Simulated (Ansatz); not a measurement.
System: ZrSe₂.

The calculation's input:

```
crystal:
  lattice:
    - [3.736135343, 0.0, 0.0]
    - [-1.8680676715, 3.235588119, 0.0]
    - [0.0, 0.0, 6.0364082708]
  atoms:
    - { symbol: Zr, position: [0.0, 0.0, 0.0] }
    - { symbol: Se, position: [0.3333333333, 0.6666666667, 0.2647471438] }
    - { symbol: Se, position: [0.6666666667, 0.3333333333, 0.7352528562] }
basis:
  ecutwfc: 420
kpoints:
  mp_grid: { grid: [15, 15, 8] }
hamiltonian:
  xc: pbe
  dispersion: d3bj
scf:
  occupations: { method: gaussian, width: 0.1 }
output:
  forces: true
  stress: true
  eigenvalues: true
  write_density: true
  write_potential: true
  elf: true
  volumetric_format: npy
relax:
  adjacent_minimum: "off"
  f_tol: 0.005
  max_steps: 80
  cell: { stress_tol: 0.05 }
```

Command:

```sh
ansatz run input.yaml --threads 1 --pin off --max-ram 2560MiB --backend cpu --events-out ev --progress --plain --runs-dir out
```

Below, planes, directions and counts refer to the conventional cell (a = 3.74 Å, b = 3.74 Å, c = 6.04 Å, α = 90.00°, β = 90.00°, γ = 120.00°).

The fields are those of the relaxed geometry.

Space group P-3m1.

Computed with DFT PBE+D3(BJ), scalar-relativistic, plane waves, PAW (Ansatz 0.2.0).

Q: What will maps of the valence pseudo-density and electron localisation function show?

A: Zr–Se (2.68 Å): ρ at the midpoint is about 0.39 e/Å³; the ELF is about 0.45 at the midpoint.

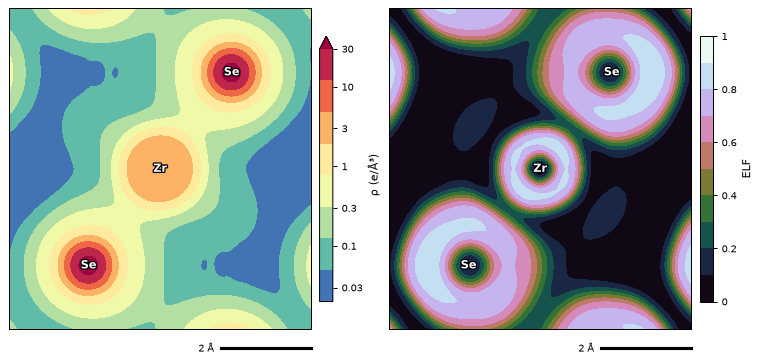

Computed valence pseudo-density and electron localisation function on the (110) plane of the conventional cell, in this order. 

Core electrons are frozen (PAW), and the valence fields are smoothed inside the atomic spheres.
